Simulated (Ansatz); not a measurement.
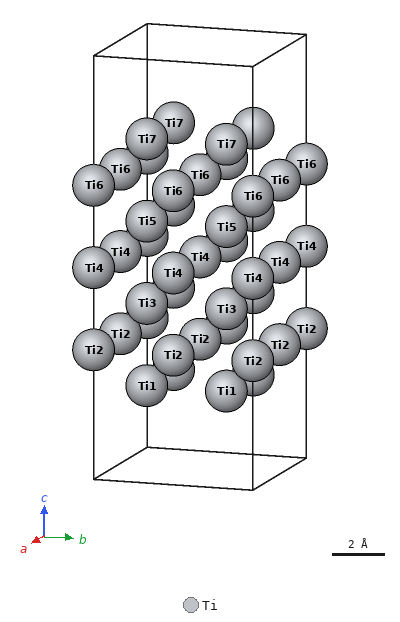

**Figure 1.** The structure (spheres-only view of the 2 × 2 repeat of the cell, with the vacuum cut short, seen slightly off an axis; atoms are numbered from 1 in the order of the input). An atom can appear more than once, as a periodic image.

## Single-point calculation of Ti

Ti (slab, 7 atoms in the cell), computed with DFT PBE, scalar-relativistic, plane waves, PAW, no spin polarisation (Ansatz 0.2.0).

The structure derives from an entry of the Crystallography Open Database. It belongs to a series of runs on one base structure; here: extra bands: 30. Figures and captions count atoms from 1; the log counts them from 0 in places.

The input:
```yaml
crystal:
  lattice:
    - [3.2555055271, 0.0, 0.0]
    - [0.0, 3.2555055271, 0.0]
    - [0.0, 0.0, 24.7665165814]
  atoms:
    - { symbol: Ti, position: [0.5, 0.5, 0.3028282147] }
    - { symbol: Ti, position: [0.0, 0.0, 0.3685521431] }
    - { symbol: Ti, position: [0.5, 0.5, 0.4342760716] }
    - { symbol: Ti, position: [0.0, 0.0, 0.5] }
    - { symbol: Ti, position: [0.5, 0.5, 0.5657239284] }
    - { symbol: Ti, position: [0.0, 0.0, 0.6314478569] }
    - { symbol: Ti, position: [0.5, 0.5, 0.6971717853] }
basis:
  ecutwfc: 420
kpoints:
  mp_grid: { grid: [11, 11, 1] }
hamiltonian:
  xc: pbe
scf:
  occupations: { method: gaussian, width: 0.1 }
  n_extra_bands: 30
output:
  forces: true
  stress: true
  eigenvalues: true
efield:
  axis: 3
  dipole_correction: true
  ramp_width: 0.04
```

Launched with:
```bash
ansatz run input.yaml --threads 1 --pin off --max-ram 2560MiB --backend cpu --events-out ev --progress --plain --runs-dir out
```

Log:
```
scf.n_extra_bands = 30 over 42 filled bands (N_el = 84.0): the run solves 72 bands
Engine: ansatz 0.2.0, x86_64-unknown-linux-gnu
Pseudopotentials: kind: paw
Pseudopotential: Ti, paw, valence charge 12, recommended cutoff 420 eV (normal), Ti.paw.azcp
Functional definition: PBE
  parameter kappa = 0.804
  parameter beta = 0.06672455060314922
  exchange = pbe_x(kappa = kappa, mu = beta*pi^2/3)
  correlation = pbe_c(beta = beta)
Crystal: 7 atoms, lattice volume = 262.483 Å³
Basis set: ecut = 420 eV, 5163 PW (Γ), exchange–correlation on 48×48×360 points (8 copies of the dense FFT grid, shifted against one another)
Bands: 72, of which v1, the nominal top of the filled ones, is band 42 counted from 1 (41 counted from 0)
Symmetry: 8 space group operations
k-points: 21 of 121
Non-local potential: Ti, projectors of the file, l = 0: 3, l = 1: 2, l = 2: 3, l = 3: 1
PAW form: soft (Blöchl's): semilocal exchange-correlation on the pseudo side does not see the compensation charge
PAW one-centre angular grid: Ti, 590 points (default); XC on 64 Gauss nodes
Initial density: superposition of atomic densities (neutral atoms: chi_scale 0, normalization atom), corrected by the library's trained network
Initial wavefunctions: pseudopotential atomic-orbital guess
Functional: x = pbe(κ = 0.804, μ = 0.2195149727645171), c = pbe(β = 0.06672455060314922)
SCF iter   1: F=—  HF=-17494.913394 eV  |F-HF|=—  |Δ(HF+E_count)|=         —  Δρ=1.61e-2  dr2=9.17e0  ethr=1.77e-3  p=0.000 e·Å  D=1.29e-13 V/Å  ΔV_dip=-0.00 eV  dr2_dipole=2.05e-6  V_vac-E_F(+/−)=3.53/3.53 eV  ⟨swp⟩=5.4  Hψ=6028  notcnv=0  defer=64
efield: sawtooth ramp at fractional position 0.9800 (placed from the atoms, in the widest stretch of the axis that holds none; the zero of the levels goes with the place), width 0.0400; the density the first Hamiltonian is built on has a dipole p = 0.000 e·Å; the dipole correction subtracts the counter field D = 1.29e-13 V/Å, which shifts the + side's vacuum level by -0.00 eV against the − side's; the planar-averaged density in the ramp window peaks in size at 9.7e-5 e/Å³
preconditioner: auto → LDOS  [metal: Δε(μ)=0.010 eV  Ē_g=3.878 eV  σ=0.100 eV  W_gap=0.06  n_scr=52 (ndim 8)  ℏωp=12.1 eV  f_vac=0.461  D(μ)=16.63/eV (n_scr^D=170)  β→1.0]
SCF iter   2: F=—  HF=-17494.779518 eV  |F-HF|=—  |Δ(HF+E_count)|=   1.34e-1  Δρ=3.03e-3  dr2=7.69e-2  ethr=1.77e-3  p=-0.000 e·Å  D=-6.11e-6 V/Å  ΔV_dip=0.00 eV  dr2_dipole=2.64e-10  V_vac-E_F(+/−)=3.20/3.20 eV  ⟨swp⟩=1.2  Hψ=1751  notcnv=0  defer=125
SCF iter   3: F=—  HF=-17494.778321 eV  |F-HF|=—  |Δ(HF+E_count)|=   1.20e-3  Δρ=1.76e-3  dr2=4.61e-2  ethr=9.16e-5  p=-0.000 e·Å  D=-3.72e-6 V/Å  ΔV_dip=0.00 eV  dr2_dipole=4.58e-7  V_vac-E_F(+/−)=3.24/3.24 eV  ⟨swp⟩=2.0  Hψ=1503  notcnv=0  defer=266
SCF iter   4: F=—  HF=-17494.777383 eV  |F-HF|=—  |Δ(HF+E_count)|=   9.39e-4  Δρ=3.62e-4  dr2=8.11e-4  ethr=5.49e-5  p=-0.000 e·Å  D=-4.36e-6 V/Å  ΔV_dip=0.00 eV  dr2_dipole=1.05e-8  V_vac-E_F(+/−)=3.21/3.21 eV  ⟨swp⟩=1.3  Hψ=1103  notcnv=0  defer=266
SCF iter   5: F=—  HF=-17494.777403 eV  |F-HF|=—  |Δ(HF+E_count)|=   2.02e-5  Δρ=1.40e-4  dr2=1.05e-4  ethr=9.66e-7  p=-0.000 e·Å  D=-2.73e-6 V/Å  ΔV_dip=0.00 eV  dr2_dipole=3.27e-9  V_vac-E_F(+/−)=3.22/3.22 eV  ⟨swp⟩=2.0  Hψ=1327  notcnv=0  defer=266
SCF iter   6: F=—  HF=-17494.777404 eV  |F-HF|=—  |Δ(HF+E_count)|=   1.21e-6  Δρ=5.62e-5  dr2=1.60e-5  ethr=1.25e-7  p=-0.000 e·Å  D=-1.70e-6 V/Å  ΔV_dip=0.00 eV  dr2_dipole=3.20e-10  V_vac-E_F(+/−)=3.22/3.22 eV  ⟨swp⟩=2.0  Hψ=1317  notcnv=0  defer=266
SCF iter   7: F=—  HF=-17494.777274 eV  |F-HF|=—  |Δ(HF+E_count)|=   1.30e-4  Δρ=1.75e-5  dr2=1.71e-6  ethr=1.90e-8  p=-0.000 e·Å  D=-7.47e-7 V/Å  ΔV_dip=0.00 eV  dr2_dipole=2.33e-11  V_vac-E_F(+/−)=3.22/3.22 eV  ⟨swp⟩=1.4  Hψ=1504  notcnv=0  defer=141
SCF iter   8: F=—  HF=-17494.777274 eV  |F-HF|=—  |Δ(HF+E_count)|=   4.16e-7  Δρ=5.37e-6  dr2=1.88e-7  ethr=2.04e-9  p=-0.000 e·Å  D=-2.93e-7 V/Å  ΔV_dip=0.00 eV  dr2_dipole=1.24e-12  V_vac-E_F(+/−)=3.22/3.22 eV  ⟨swp⟩=2.0  Hψ=1359  notcnv=0  defer=141
SCF iter   9: F=-17494.777274 eV  HF=-17494.777274 eV  |F-HF|=9.56e-9  |Δ(HF+E_count)|=   7.47e-8  Δρ=2.33e-6  dr2=1.89e-8  ethr=1.19e-10  p=-0.000 e·Å  D=-1.01e-7 V/Å  ΔV_dip=0.00 eV  dr2_dipole=3.16e-14  V_vac-E_F(+/−)=3.22/3.22 eV  ⟨swp⟩=12.4  Hψ=7161  notcnv=0
SCF 1 converged in 9 iterations: F = -17494.777274 eV  dr2 = 1.89e-8
  greatest PAW one-centre occupation: 0.999 electrons in one spin orbital (limit 2), on the Ti atom at site 5 (counted from 0), in its partial waves of l = 0
SCF converged after 9 iterations
Free energy (F): -17494.777274 eV
Harris-Foulkes:  -17494.777274 eV  (|F-HF|=9.56e-9)
Internal energy: -17494.692117 eV  (E = F + TS)
E sigma→0 (E₀):  -17494.734696 eV
Entropy (-TS):   -0.085157 eV (-12.165 meV/atom)
Fermi energy:    4.466195 eV
Dipole field:    D = 0.000000 V/Å  (p = 0.000000 e·Å, saw-weighted, corrected)
Work function:   Φ+ = 3.2242 eV   Φ− = 3.2242 eV
Levels:          The Fermi level and band energies are counted from a zero that moves with the ramp; work functions are not
--- Per-component energies (eV) ---
  E_band       = -1831.894244
  E_kinetic    = 1900.370792
  E_local      = -78817.517237  (includes V_loc(G=0)·N_el)
  E_nonlocal   = 60.782047
  E_hartree    = 38534.964119
  E_xc         = -677.564467
  E_vxc        = -847.183940  (∫ρ·V_xc dr)
  E_paw        = -7334.411444  (= ΣΔE_a)
  E_vpaw       = -1198.280675  (= ΣTr[D̂ρ^β])
  E_aug_tail   = 0.000872  (compensation charges beyond the density's cutoff)
  E_efield     = 0.000000  (sawtooth field / dipole correction)
  E_vefield    = 0.000000  (∫n·V_field dr)
  E_ewald      = 28838.683201
  E_smearing   = -0.085157  (= −TS)
  E_closure    = -0.000000  (closes the sum)
  Σ components = -17494.777274   (vs F -17494.777274, Δ=0.00e0)
--- Forces (eV/Å), atoms counted from 1 ---
  atom   1  Ti     0.00000000     0.00000000     0.47103311
  atom   2  Ti    -0.00000000     0.00000000    -0.41154305
  atom   3  Ti     0.00000000     0.00000000    -0.03282770
  atom   4  Ti     0.00000000     0.00000000     0.00000035
  atom   5  Ti    -0.00000000     0.00000000     0.03282608
  atom   6  Ti     0.00000000     0.00000000     0.41154340
  atom   7  Ti    -0.00000000     0.00000000    -0.47103123
  max |Σ_I F_I| component: 9.61e-7 eV/Å
--- Stress (GPa, compression-positive) ---
       -2.849948       0.000000      -0.000000
        0.000000      -2.849948       0.000000
       -0.000000       0.000000      -1.106853
  P = ⅓ Tr σ = -2.2689 GPa (-22.689 kbar)
--- Band table (eV; the first three rows and the last of 21) ---
  k-point 0: bands = ["-52.5572", "-52.5572", "-51.9871", "-51.9463", "-51.8819", "-51.8316", "-51.7860", "-28.9293", "-28.9292", "-28.7234", "-28.7234", "-28.7234", "-28.7234", "-28.3461", "-28.3189", "-28.2963", "-28.2963", "-28.2092", "-28.2022", "-28.2022", "-28.0798", "-28.0798", "-28.0721", "-27.9702", "-27.9702", "-27.9316", "-27.8891", "-27.8891", "-1.1874", "-0.4488", "0.5578", "1.6447", "2.4553", "2.4866", "2.4953", "2.6752", "2.8975", "3.5235", "4.3716", "4.6603", "4.6750", "5.3587", "5.3587", "5.3606", "5.3872", "5.3872", "5.4635", "5.4635", "5.5489", "5.7264", "5.7264", "5.7667", "6.1456", "6.3084", "6.3112", "6.3112", "6.6804", "7.0004", "7.1402", "7.1402", "7.2376", "7.2973", "7.3858", "7.4228", "7.8149", "7.8521", "7.8767", "8.0166", "8.0166", "8.2913", "8.6074", "8.9288"]
  k-point 1: bands = ["-52.5560", "-52.5560", "-51.9824", "-51.9434", "-51.8813", "-51.8333", "-51.7892", "-28.9300", "-28.9299", "-28.7351", "-28.7351", "-28.7209", "-28.7208", "-28.3525", "-28.3482", "-28.2878", "-28.2733", "-28.2617", "-28.1977", "-28.1537", "-28.1249", "-28.0800", "-28.0309", "-27.9924", "-27.9749", "-27.9158", "-27.8980", "-27.8969", "-1.0484", "-0.3197", "0.6695", "1.7310", "2.5276", "2.5578", "2.5635", "2.7476", "2.9509", "3.5431", "4.3192", "4.6658", "4.6867", "5.1023", "5.2163", "5.2221", "5.3889", "5.3985", "5.4273", "5.4351", "5.4463", "5.6451", "5.8273", "6.0188", "6.1333", "6.3139", "6.3172", "6.4603", "6.8770", "6.9185", "6.9530", "7.0165", "7.2310", "7.3757", "7.4600", "7.5775", "7.6875", "7.7515", "7.8709", "7.8839", "8.2108", "8.2221", "8.7325", "9.0588"]
  k-point 2: bands = ["-52.5529", "-52.5529", "-51.9688", "-51.9350", "-51.8798", "-51.8383", "-51.7989", "-28.9324", "-28.9323", "-28.7657", "-28.7655", "-28.7142", "-28.7141", "-28.3953", "-28.3757", "-28.2875", "-28.2761", "-28.2631", "-28.1844", "-28.1481", "-28.1302", "-28.0806", "-28.0110", "-28.0098", "-27.9885", "-27.9199", "-27.9123", "-27.9023", "-0.6441", "0.0519", "0.9805", "1.9459", "2.6570", "2.7234", "2.7750", "2.8723", "3.1491", "3.6629", "4.2580", "4.6004", "4.6937", "4.8854", "4.9386", "4.9775", "5.1104", "5.2593", "5.2908", "5.5810", "5.5877", "5.6187", "5.6261", "6.2272", "6.2600", "6.3916", "6.4299", "6.6123", "6.7207", "6.8667", "6.8958", "7.0237", "7.1985", "7.3083", "7.3496", "7.5647", "7.6408", "7.7568", "8.0317", "8.0722", "8.2613", "8.3643", "9.0502", "9.3763"]
  k-point 20: bands = ["-52.5330", "-52.5330", "-51.8767", "-51.8759", "-51.8710", "-51.8659", "-51.8510", "-28.8949", "-28.8948", "-28.8500", "-28.8494", "-28.8470", "-28.8465", "-28.4873", "-28.4837", "-28.3597", "-28.3473", "-28.2411", "-28.1912", "-28.1736", "-28.1624", "-28.1382", "-28.1306", "-28.1057", "-28.0181", "-28.0100", "-27.9113", "-27.9052", "2.2203", "2.3003", "2.8113", "2.8843", "3.4854", "3.5063", "3.7107", "3.7891", "3.8699", "3.8756", "3.8864", "3.9003", "3.9244", "4.0243", "4.0510", "4.2796", "4.3325", "4.9270", "4.9512", "6.2735", "6.2945", "6.3417", "6.3621", "6.4320", "6.5112", "7.2331", "7.2356", "7.2488", "7.3123", "7.3791", "7.5130", "7.5555", "7.6025", "7.6312", "7.6475", "7.6928", "7.8457", "9.3185", "9.5641", "10.3153", "10.8770", "10.9349", "11.3692", "11.7678"]
```

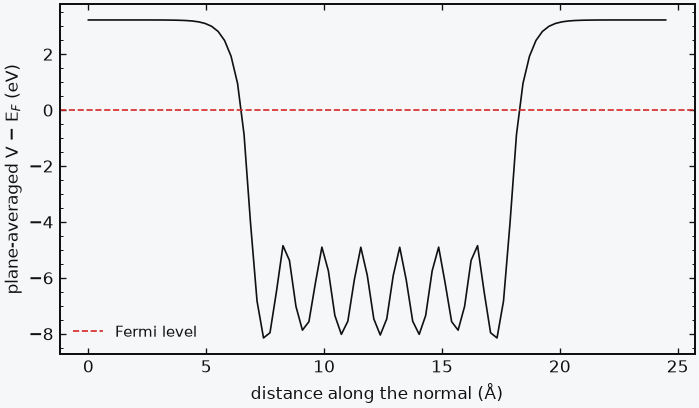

**Figure 2.** Plane average of the electrostatic potential energy of an electron across the cell, from the Fermi level. The vacuum level lies 3.22 eV above the Fermi level.

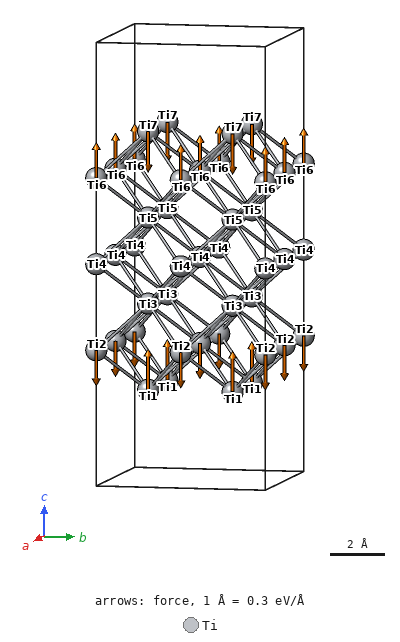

**Figure 3.** Forces on the atoms as orange arrows (ball-and-stick view of the 2 × 2 repeat of the cell, with the vacuum cut short, seen slightly off an axis; atoms are numbered from 1 in the order of the input); the smallest are left out. The largest act on Ti1, Ti7 (0.47 eV/Å); Ti2, Ti6 (0.41 eV/Å). The geometry is not a stationary point of this energy.

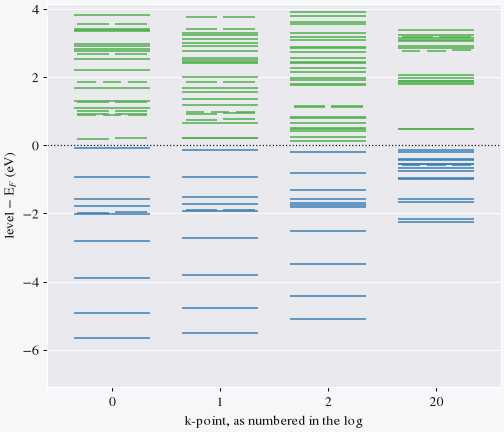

**Figure 4.** Kohn–Sham levels near the Fermi level (dotted) at the few k-points that the log prints; levels within 0.02 eV of each other stand side by side. The system is metallic on the full mesh.

Summary:

- outcome: converged
- electrons treated: 84
- free energy: −17494.7773 eV
- work function, top face: 3.22 eV
- work function, bottom face: 3.22 eV
- Fermi energy: 4.466 eV
- gap on the k-point mesh: none (metallic)
- work function (upper face): 3.22 eV
- largest force (length of the vector): 0.471 eV/Å
- hardware: 1 thread of Intel Xeon @ 2.70GHz, 189 GiB of memory available, shared host
- wall time: 39 s
- peak memory: 0.64 GiB
